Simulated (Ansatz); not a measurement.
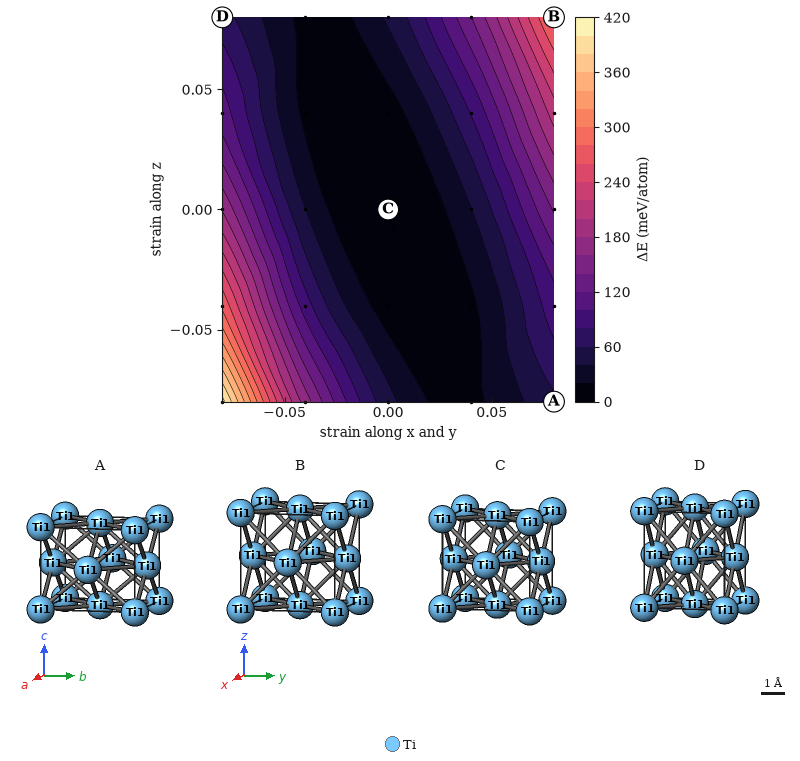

A scan of a crystal of Ti (Fm-3m): the cell is strained equally along x and y and separately along z, with the atoms kept at their fractional coordinates. x, y and z are the Cartesian axes of the input. The map is interpolated between the computed points (dots). The lettered frames are marked on it. The picture is a ball-and-stick view of the conventional cell (4 times the calculation's cell), seen slightly off an axis. Lengths and directions refer to the drawn axes.

All numbers below come from DFT PBEsol, scalar-relativistic, plane waves, PAW in Ansatz. (plane-wave cutoff 420 eV; k-point mesh 20 × 20 × 20; occupations gaussian; smearing width 0.15 eV; no spin polarisation). Energies (free energies at the smearing named) are counted from the cell as listed in its source, which wasn't relaxed.

> What does the map show?

In pairs of (strain along x and y; strain along z): the lowest computed point lies at (0.000, 0.000) (0 meV/atom), the highest at (−0.080, −0.080) (407 meV/atom). The valley is tilted: raising the in-plane strain is made harder by raising the strain along z (cross term 0.81 of the geometric mean of the two curvatures). Over the ranges scanned the energy rises more along the first axis, the in-plane strain. The pressure runs from −17.7 GPa at (0.080, 0.080) to 42.4 GPa at (−0.080, −0.080). The frames lie at A (0.080, −0.080): 56 meV/atom, B (0.080, 0.080): 289 meV/atom, C (0.000, 0.000): 0 meV/atom, D (−0.080, 0.080): 68 meV/atom.

The computed points:

Rows: strain along x and y; columns: strain along z; values in meV/atom.

```csv
,−0.080,−0.040,0.000,0.040,0.080
−0.080,407,276,179,110,68
−0.040,171,90,41,17,15
0.000,48,11,0,12,43
0.040,16,17,39,81,139
0.080,56,91,142,209,289
```
